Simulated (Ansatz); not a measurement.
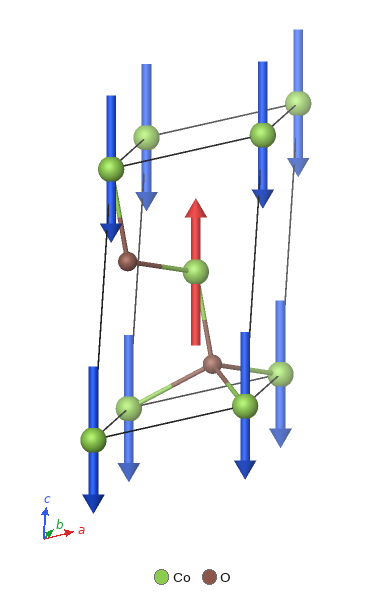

A ball-and-stick rendering, viewed slightly off an axis. The cell (the run's own, in a reduced setting) is drawn as a box. Arrows are the site magnetic moments above 0.25 μB (those induced on non-metal atoms are left out); longer means larger, and red and blue are up and down (without spin-orbit coupling the axis itself is arbitrary).

This is the state reached for CoO. All computed values are from DFT PBE, scalar-relativistic, plane waves, PAW in Ansatz 0.2.0. Settings: plane-wave cutoff 420 eV, k-points about 0.19 Å⁻¹ apart, Gaussian smearing of 0.01 eV, collinear spins.

Read the magnetic state from the picture.

Antiferromagnetic (within this cell). Site moments: 1 Co +2.0 μB and 1 Co −2.0 μB. The net spin moment of the whole cell is 0.0 μB.

The initial geometry was a structure listed in the Materials Project. Earlier steps of the study may have refined or changed the cell and positions. A calculation with Ansatz used it as input.
